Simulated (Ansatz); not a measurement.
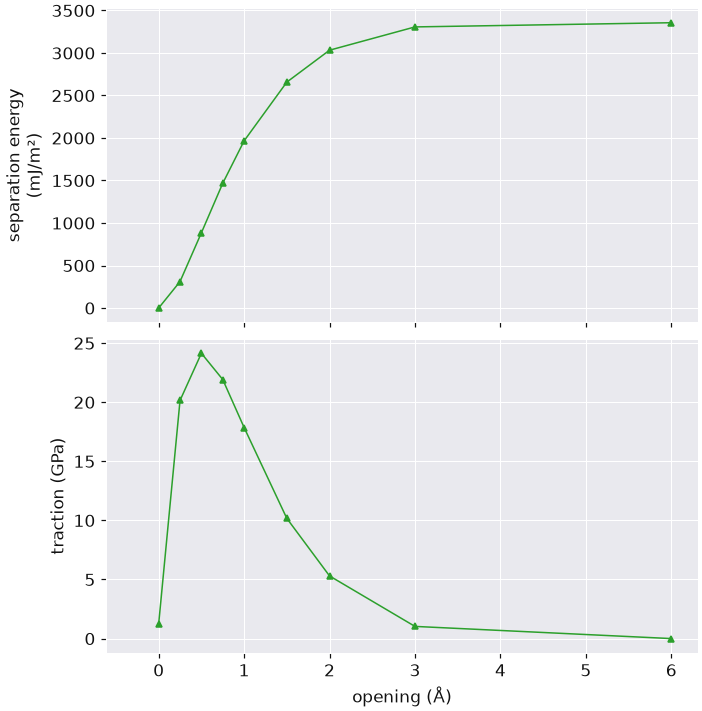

The figure shows the separation energy and traction against opening for Cu, space group I4/mmm (No. 139).

Starting cell:
```xyz
6
Lattice="-1.4428 -1.4428 -1.3761 -1.4428 -1.4428 1.3761 -8.6568 8.6568 0.0000" Properties=species:S:1:pos:R:3 pbc="T T T"
Cu   -2.1640   -0.7215    0.0000
Cu   -7.9352    7.9352    0.0000
Cu   -5.0496    2.1640    0.0000
Cu   -2.1640    2.1640    0.0000
Cu   -7.9352    5.0496    0.0000
Cu   -5.0496    5.0496    0.0000
```

How it was computed, with Ansatz 0.2.0: rigid opening of a crystal across a plane by lengthening cell vector c along the normal, one cut a cell, unrelaxed, by plane-wave density functional theory with PAW datasets, free energies less that of the undisturbed cell; scalar-relativistic. Level: PBEsol, no spin polarisation.

- wave cutoff: 420 eV
- k mesh: 20×20×4
- occupations: Gaussian
- smearing width: 0.15 eV
- k shift: (0, 0, 0) (mesh steps)
- start: as given
- height of the cut: 0 (fraction of cell vector c)

The points at opening −0.30 Å and −0.15 Å are left out of the plot. What values does the calculation give there?

```csv
opening (Å),separation energy (mJ/m²),traction (GPa)
-0.30,772.6,-62.96
-0.15,148.8,-23.21
```

Note: reference crystal is not relaxed.
